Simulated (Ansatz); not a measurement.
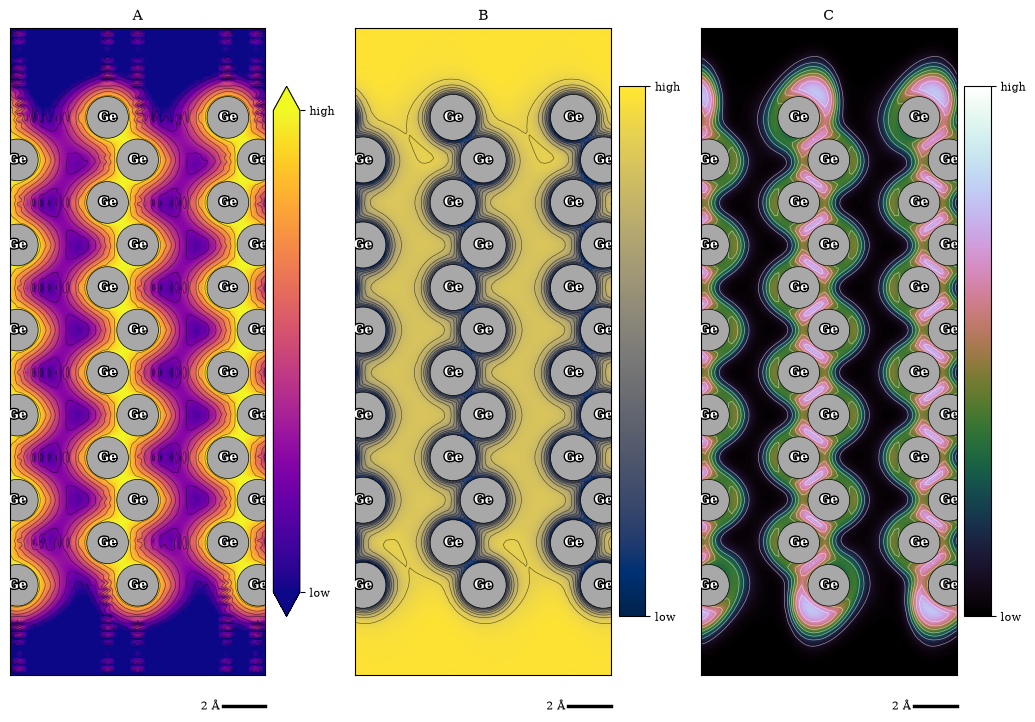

Ge (slab): 3 fields on the (100) plane of the calculation cell, a cut from vacuum to vacuum, with unlabelled colour scales. Grey discs cover the atomic cores.

Computed with DFT PBE, scalar-relativistic, plane waves, PAW (Ansatz 0.2.0).

Question: The panels show electron localisation function, electrostatic potential energy of an electron and valence pseudo-density in some order. Assign them.

Answer: Panel A: valence pseudo-density. Panel B: electrostatic potential energy of an electron (low next to the atoms, rising into the space between them). Panel C: electron localisation function. From the grid: Ge–Ge (2.45 Å): ρ is about 0.48 e/Å³ halfway; the ELF peaks at about 0.70 between the atoms.
